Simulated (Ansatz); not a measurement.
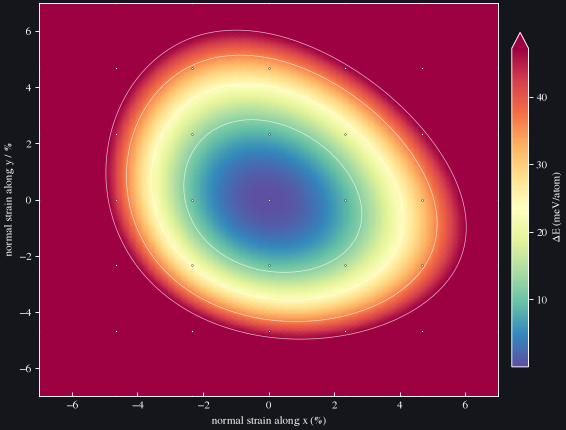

KTaO₃ (Pm-3m, No. 221; 5 atoms in the cell). The energy is mapped over two homogeneous strains (x, y and z along the cube axes). The first coordinate is: normal strain along x; the second: normal strain along y. Nothing is relaxed (symmetry fixes all fractional coordinates). Grid: 7 × 7 points; 28 points were computed and 21 follow by symmetry. Energies are in meV/atom, from the lowest grid point. The calculation used DFT PBE, scalar-relativistic, plane waves, PAW (Ansatz 0.2.0). Settings: cutoff 520 eV, k-mesh 8×8×8, gaussian smearing 0.05 eV, no spin polarisation.

In the figure: a smooth colour map with a few white contour lines, dots at the grid points, one colour for all values above the top of the scale. Between grid points the surface is interpolated.

### Where is the minimum, and how stiff is the crystal against these two strains (in GPa)?

The interpolated minimum is at 0.0 % and 0.0 %. Divided by the cell volume of 65.2 Å³, the second derivatives of the energy there are about 410 GPa along the first strain and 410 GPa along the second, with a cross term of about 75 GPa (clamped ions). Round the minimum the valley is somewhat tilted: raising normal strain along x shifts the best value of normal strain along y downwards (coupling k₁₂/√(k₁₁k₂₂) about 0.2).
